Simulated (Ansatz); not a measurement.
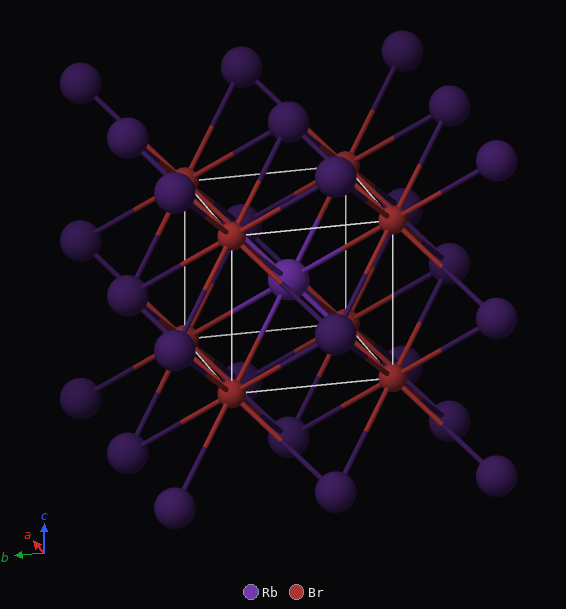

The crystal in a ball-and-stick representation, seen from a general direction. The parallelepiped is the conventional unit cell. Bonds that leave the box are completed with the atoms at their other ends, in fainter colours. Cell: a = 4.126 Å, b = 4.126 Å, c = 4.126 Å, α = 90.00°, β = 90.00°, γ = 90.00°.

Caption:

Formula: RbBr. The lattice is primitive cubic and the space group Pm-3m (No. 221). This arrangement goes by the name caesium chloride (CsCl, B2) type. Cell content 1 Rb, 1 Br; Z = 1. Each Rb atom is coordinated by eight Br in a cubic arrangement at about 3.6 Å. The coordination shell of Br holds eight Rb in a cubic arrangement at about 3.6 Å. The bonds build a three-dimensional framework.

The structure was taken from a structure listed in the Materials Project. Earlier steps of the study may have refined or changed the cell and positions. It was the input of a calculation with Ansatz.
